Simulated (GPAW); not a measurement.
# Core-hole calculation of the C K edge in SiC (Moissanite 3C, F-43m), part 4 of 4

How does the C K edge of SiC (Moissanite 3C, F-43m) move when the bonds are compressed or stretched?

GPAW 26.7.0; X-ray absorption from dipole matrix elements to empty bands, plane-wave PAW PBE.

So far. Step 8 (Spectrum with FCH, C atom 2): The scaled spectrum changes by 12 % r.m.s. The highest intensity below 16 eV goes from 8.4 eV (2.23) to 8.7 eV (2.29). Step 10 (Spectrum with FCH, C atom 2): Against the first run the r.m.s. difference is 11 %. The highest intensity below 16 eV goes from 8.4 eV (2.23) to 8.1 eV (2.17).

### 12. Spectrum with FCH, C atom 2

Shorter bonds are expected to push antibonding states and scattering resonances up, and longer ones down; the cell is scaled to test that.

Changed against the first core-hole run: volume scale from 1 to 1.06.

xas.py reads:

```python
import numpy as np
from ase import Atoms
from ase.parallel import parprint, paropen
from gpaw import GPAW, PW, FermiDirac, Mixer, MixerDif, setup_paths
from gpaw.test import gen
setup_paths.insert(0, '.')
gen('C', name='fch1s', xcname='PBE', corehole=(1, 0, 1), write_xml=True)
from gpaw.mpi import world
world.barrier()

atoms = Atoms('Si8C8',
    cell=[[0, 4.44347268, 4.44347268],
     [4.44347268, 0, 4.44347268],
     [4.44347268, 4.44347268, 0]],
    scaled_positions=[[0, 0, 0],
     [0, 0, 0.5],
     [0, 0.5, 0],
     [0.5, 0, 0],
     [0, 0.5, 0.5],
     [0.5, 0, 0.5],
     [0.5, 0.5, 0],
     [0.5, 0.5, 0.5],
     [0.375, 0.375, 0.375],
     [0.375, 0.375, 0.875],
     [0.375, 0.875, 0.375],
     [0.875, 0.375, 0.375],
     [0.375, 0.875, 0.875],
     [0.875, 0.375, 0.875],
     [0.875, 0.875, 0.375],
     [0.875, 0.875, 0.875]],
    pbc=True)
atoms.calc = calc = GPAW(legacy_gpaw=True, mode=PW(430, force_complex_dtype=True), xc='PBE', setups={8: 'fch1s'},
    kpts={'size': (4, 4, 4), 'gamma': True}, occupations=FermiDirac(0.02),
    charge=0, mixer=Mixer(0.1, 5, 50), maxiter=150,
    convergence={'density': 0.0001, 'eigenstates': 1e-6}, txt='scf.txt')
energy = atoms.get_potential_energy() + calc.get_reference_energy()
ef = calc.get_fermi_level()
out = dict(energy=energy, fermi=ef, forces=atoms.get_forces().tolist())
parprint(f'all-electron energy {energy:.4f} eV, Fermi level {ef:.4f} eV')
ev = np.array([[calc.get_eigenvalues(k, s) for k in range(len(calc.get_ibz_k_points()))] for s in range(calc.get_number_of_spins())])
out['homo'], out['lumo'], out['counts'] = ev[ev < ef].max(), ev[ev > ef].min(), sorted(set((ev < ef).sum((0, 2)).tolist()))
out['filled'] = (ev[:, 0] < ef).sum(1).tolist()

from ase.units import Ha
from gpaw.xas import dipole_matrix_elements
nb = int(calc.get_number_of_electrons() / 2) + 107
top, nb = nb, nb + 8 + nb // 12
nscf = calc.fixed_density(kpts={'size': (5, 5, 5), 'gamma': True}, nbands=nb,
    convergence={'bands': top, 'eigenstates': 5e-3}, maxiter=60, txt='nscf.txt')
cell = atoms.cell.array
ops = [cell.T @ U.T @ np.linalg.inv(cell.T) for U in nscf.wfs.kd.symmetry.op_scc]
filled = [32]  # bands filled in the ground state, by spin
E = np.arange(-6, 34, 0.1)
fwhm = np.interp(E, [4, 25], [0.9, 3.5])
Y, X, zero, highest = 0, 0, 1e9, 1e9
for spin in range(nscf.get_number_of_spins()):
    wfs = nscf.wfs
    mine = wfs.bd.get_slice()  # this rank's bands
    A = dipole_matrix_elements(wfs.setups[8])
    eps = np.zeros((wfs.kd.nibzkpts, nb))
    d = np.zeros((3, A.shape[1], wfs.kd.nibzkpts, nb), complex)
    for kpt in wfs.kpt_u:
        if kpt.s == spin and 8 in kpt.P_ani:
            eps[kpt.k, mine] = kpt.eps_n * Ha
            d[:, :, kpt.k, mine] = (kpt.weight * wfs.nspins / 2) ** 0.5 * np.inner(A, kpt.P_ani[8])
    world.sum(eps)
    world.sum(d)
    T = np.einsum('amkn,bmkn->abkn', d, d.conj()).real
    T = sum(np.einsum('ai,ijkn,bj->abkn', R, T, R) for R in ops) / len(ops)
    empty = np.ones_like(eps, bool) & (np.arange(nb) >= filled[spin])
    zero, highest = min(zero, eps[empty].min()), min(highest, eps[:, top - 1].min())
    lines = [(eps, T, empty)] if spin == 0 else lines + [(eps, T, empty)]
for eps, T, empty in lines:
    f = np.einsum('aakn->akn', T).reshape(3, -1)
    x = eps.ravel() - zero
    w = np.interp(x, E, fwhm) / 2.35482
    g = np.exp(-0.5 * ((E[:, None] - x) / w) ** 2) / (w * (2 * np.pi) ** 0.5)
    Y = Y + (f * empty.ravel()) @ g.T
    X = X + (f * ~empty.ravel()) @ g.T
out.update(E=E.round(2).tolist(), xas=Y.tolist(), xes=X.tolist(), zero=zero, valid=highest - zero, nk=len(eps), nb=nb)
for i in range(0, len(E), 10):
    parprint(f'{E[i]:7.2f}', *(f'{v:10.3e}' for v in Y[:, i]))
import json
with paropen('out.json', 'w') as f:
    json.dump(out, f)
```

Run with:

```bash
> OMP_NUM_THREADS=1 mpirun -n 4 gpaw python xas.py
```

Numbers of over 12 decimals in the logs are rounded to 6 here.

Output:

```text
Input parameters:
  convergence: {density: 0.0001,
                eigenstates: 1e-06}
  kpts: {gamma: True,
         size: (4, 4, 4)}
  maxiter: 150
  mixer: {backend: pulay,
          beta: 0.1,
          method: separate,
          nmaxold: 5,
          weight: 50}
  mode: {ecut: 430.0,
         force_complex_dtype: True,
         name: pw}
  occupations: {fixmagmom: False,
                name: fermi-dirac,
[...]
*p    :     0.215906
*d    :     0.000000
--------------------------------

Diagonalizing with gridspacing h=0.050

state   all-electron     PAW
-------------------------------
2s:      -1.099219    -1.100079
2p:      -0.784094    -0.785584
*d:                   -0.070724
*f:                   -0.014625
-------------------------------
all-electron energy -71150.7638 eV, Fermi level 8.2036 eV
[...]
32.00  1.365e-04  1.365e-04  1.365e-04
  33.00  1.213e-04  1.213e-04  1.213e-04
[key lines of the parts left out:]
Converged after 18 iterations.
Dipole moment: (10.076250, 10.076250, 10.076250) |e|*Ang
Free energy:   -143.356800
Fermi level: 8.20365
```

The job ended after 59 s (4 MPI ranks of Arm Neoverse V2, shared host; peak memory 0.35 GiB).

| E (eV) | first run | this run |
| --- | --- | --- |
| -2.0 | 0.00 | 0.00 |
| -1.0 | 0.00 | 0.00 |
| 0.0 | 0.01 | 0.01 |
| 1.0 | 0.10 | 0.14 |
| 2.0 | 0.48 | 0.66 |
| 3.0 | 1.24 | 1.33 |
| 4.0 | 1.13 | 1.21 |
| 5.0 | 1.11 | 1.76 |
| 6.0 | 1.99 | 2.00 |
| 7.0 | 1.83 | 1.78 |
| 8.0 | 2.15 | 2.10 |
| 9.0 | 1.95 | 1.39 |
| 10.0 | 1.19 | 1.07 |
| 11.0 | 1.23 | 1.24 |
| 12.0 | 1.14 | 0.66 |
| 13.0 | 0.49 | 0.24 |
| 14.0 | 0.26 | 0.28 |
| 15.0 | 0.33 | 0.37 |
| 16.0 | 0.38 | 0.49 |
| 17.0 | 0.49 | 0.77 |
| 18.0 | 0.79 | 1.04 |
| 19.0 | 1.10 | 1.00 |
| 20.0 | 1.08 | 0.81 |
| 21.0 | 0.86 | 0.73 |
| 22.0 | 0.75 | 0.71 |
| 23.0 | 0.72 | 0.65 |
| 24.0 | 0.66 | 0.56 |
| 25.0 | 0.58 | 0.51 |
| 26.0 | 0.54 | 0.54 |
| 27.0 | 0.56 | 0.61 |

The scaled spectrum changes by 21 % r.m.s. A shift of -0.6 eV leaves 10 %. Another feature, at 5.6 eV (2.21), becomes the highest below 16 eV; the one at 8.4 eV (2.23) is now at 7.9 eV (2.11).

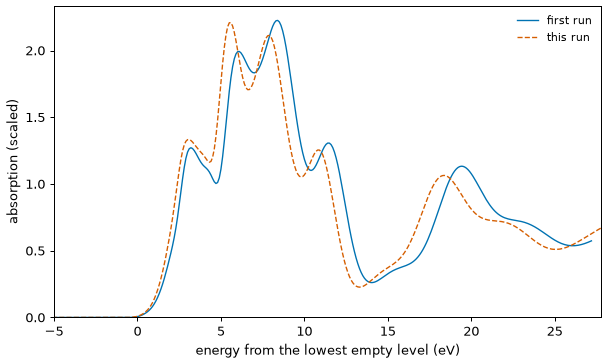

The effect of the change (volume scale from 1 to 1.06).

The photon energy of the zero moves by +0.24 eV.

### 13. The volumes side by side

| volume | nearest distance (Å) | shift of the zero (eV) | maximum 1 (eV above own zero) | maximum 2 (eV above own zero) | maximum 3 (eV above own zero) |
| --- | --- | --- | --- | --- | --- |
| 0.94 | 1.849 | -0.28 | 3.4 | 9.0 | 12.1 |
| 0.97 | 1.868 | -0.13 | 3.3 | 8.7 | 11.8 |
| 1 | 1.887 | +0.00 | 3.2 | 8.4 | 11.4 |
| 1.03 | 1.906 | +0.12 | 3.1 | 8.1 | 11.1 |
| 1.06 | 1.924 | +0.24 | 3.1 | 7.9 | 10.8 |

The curves, each shifted by its zero's change so that they share one photon-energy axis, counted from the zero at V × 1:

| E (eV) | V × 0.94 | V × 0.97 | V × 1 | V × 1.03 | V × 1.06 |
| --- | --- | --- | --- | --- | --- |
| -2.0 | 0.00 | 0.00 | 0.00 | 0.00 | 0.00 |
| -1.0 | 0.00 | 0.00 | 0.00 | 0.00 | 0.00 |
| 0.0 | 0.01 | 0.01 | 0.01 | 0.00 | 0.00 |
| 1.0 | 0.13 | 0.11 | 0.10 | 0.09 | 0.08 |
| 2.0 | 0.48 | 0.48 | 0.48 | 0.49 | 0.50 |
| 3.0 | 1.24 | 1.23 | 1.24 | 1.25 | 1.27 |
| 4.0 | 1.02 | 1.08 | 1.13 | 1.19 | 1.24 |
| 5.0 | 0.91 | 1.00 | 1.11 | 1.26 | 1.43 |
| 6.0 | 1.73 | 1.87 | 1.99 | 2.09 | 2.15 |
| 7.0 | 1.90 | 1.88 | 1.83 | 1.77 | 1.72 |
| 8.0 | 2.16 | 2.16 | 2.15 | 2.13 | 2.10 |
| 9.0 | 2.30 | 2.13 | 1.95 | 1.77 | 1.59 |
| 10.0 | 1.50 | 1.32 | 1.19 | 1.10 | 1.05 |
| 11.0 | 1.20 | 1.21 | 1.23 | 1.25 | 1.25 |
| 12.0 | 1.37 | 1.28 | 1.14 | 0.99 | 0.83 |
| 13.0 | 0.84 | 0.65 | 0.49 | 0.37 | 0.29 |
| 14.0 | 0.37 | 0.30 | 0.26 | 0.25 | 0.25 |
| 15.0 | 0.32 | 0.32 | 0.33 | 0.34 | 0.35 |
| 16.0 | 0.38 | 0.38 | 0.38 | 0.41 | 0.45 |
| 17.0 | 0.40 | 0.43 | 0.49 | 0.58 | 0.69 |
| 18.0 | 0.54 | 0.66 | 0.79 | 0.91 | 1.00 |
| 19.0 | 0.90 | 1.03 | 1.10 | 1.10 | 1.04 |
| 20.0 | 1.19 | 1.17 | 1.08 | 0.96 | 0.85 |
| 21.0 | 1.13 | 0.99 | 0.86 | 0.78 | 0.74 |
| 22.0 | 0.90 | 0.80 | 0.75 | 0.73 | 0.72 |
| 23.0 | 0.77 | 0.74 | 0.72 | 0.70 | 0.67 |
| 24.0 | 0.74 | 0.70 | 0.66 | 0.62 | 0.58 |
| 25.0 | 0.68 | 0.63 | 0.58 | 0.54 | 0.51 |
| 26.0 | 0.61 | 0.57 | 0.54 | 0.53 | 0.53 |
| 27.0 | 0.58 | 0.56 | 0.56 | 0.57 | 0.59 |

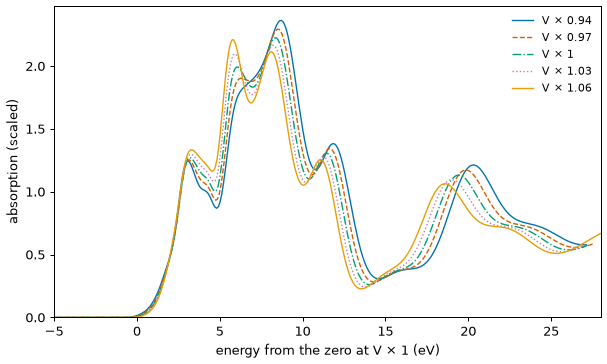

The edge at each volume, on one photon-energy scale.

### 14. Outcome

```yaml
absorber_and_edge: C K, atom 2 of the ground-state input (counted from 1)
surroundings: 4 Si at 1.89 Å (tetrahedral, site symmetry -43m)
highest_intensity_below_16_ev: 8.4 eV above the zero, height 2.23
photon_energy_of_the_zero_with_the_added_terms: 282.2 eV (raw 288.9 eV; uncertain by a few eV)
```

**Reading.** From V × 0.94 to V × 1.06 the nearest distance grows by 0.076 Å and the zero moves by +0.52 eV. Above their own zero, the maxima move from 3.4 to 3.1 eV, from 9.0 to 7.9 eV and from 12.1 to 10.8 eV. The C K edge of atom 2, with 4 Si at 1.89 Å (tetrahedral, site symmetry -43m), has its highest intensity of the first 16 eV at 8.4 eV above the zero, near 291 eV in photon energy (uncertain by a few eV), 2.2 times the mean level of the first 20 eV (Gaussian full width 0.9 eV up to 4 eV, rising linearly to 3.5 eV at 25 eV). The holes are only 6.2 Å apart, so the shape is probably not converged with cell size; no larger cell was run here. The mesh is coarse (0.25 Å⁻¹ between points), so small maxima may be mesh ripples. The structure is a published determination, not relaxed.

[Banner, clock and machine lines of the logs are left out without a mark of their own.]

[Logs are printed without paths, hosts, clocks, repeated set-up lines and the standing remarks that a program may print on its own settings, such as how far it seeks lower states.]

[Hosts, paths, dates, database ids (printed as entryN), source tags and the programs' standing remarks are cut or masked in the printed files.]

[Lists of maxima count a maximum above −3 eV only where it reaches 4 % of the highest in the window and stands out from its surroundings by 2 % of it (1.5 % where it reaches 55 %); shoulders and weaker maxima are passed over, and of the rest the first, up to two pre-edge ones and the few strongest are named.]
